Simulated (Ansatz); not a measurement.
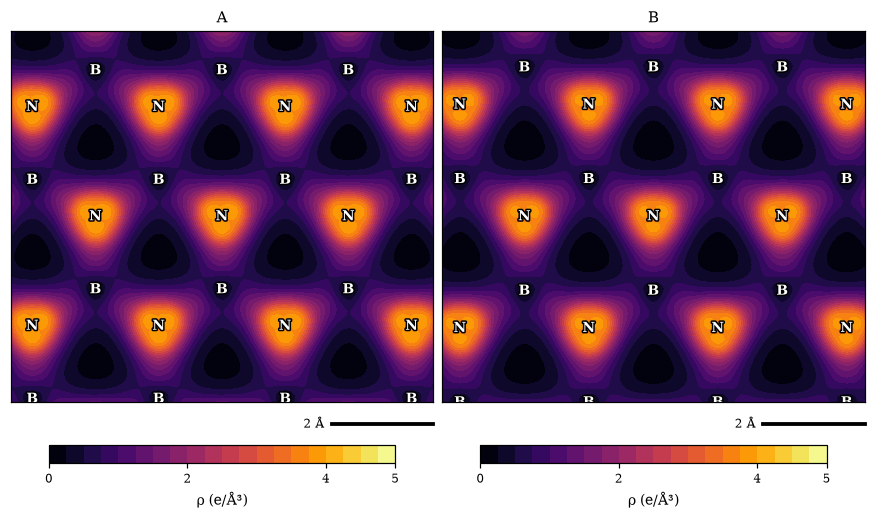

BN. The valence pseudo-density of two cells that differ in size, on the (001) plane of each (indices in the axes of the calculation cell), at one length scale and on one colour scale: B has 9.5 Å³ an atom and A 9.0.

Theory: Ansatz, Kohn-Sham DFT of a periodic cell, BLYP with D4, Ansatz PAW.

The density is the valence pseudo-density of a PAW calculation; it isn't the true density close to the nuclei.

The larger cell:

```
N B
1.0
     2.54724    0.00000    0.00000
    -1.27362    2.20597    0.00000
     0.00000    0.00000    6.76584
N B
2 2
Direct
  0.66667 0.33333 0.25000
  0.33333 0.66667 0.75000
  0.66667 0.33333 0.75000
  0.33333 0.66667 0.25000
```

The smaller cell: a = 2.498 Å, b = 2.498 Å, c = 6.636 Å, α = 90.00°, β = 90.00°, γ = 120.00°.

**What does the compression do to the bonding and the properties?**

From the larger cell to the smaller, B–N goes from 1.47 to 1.44 Å, and the density at its midpoint from 1.7 to 1.8 e/Å³; the pressure goes from −11 to 2.1 GPa; the Kohn–Sham gap goes from 4.3 eV to 4.4 eV.
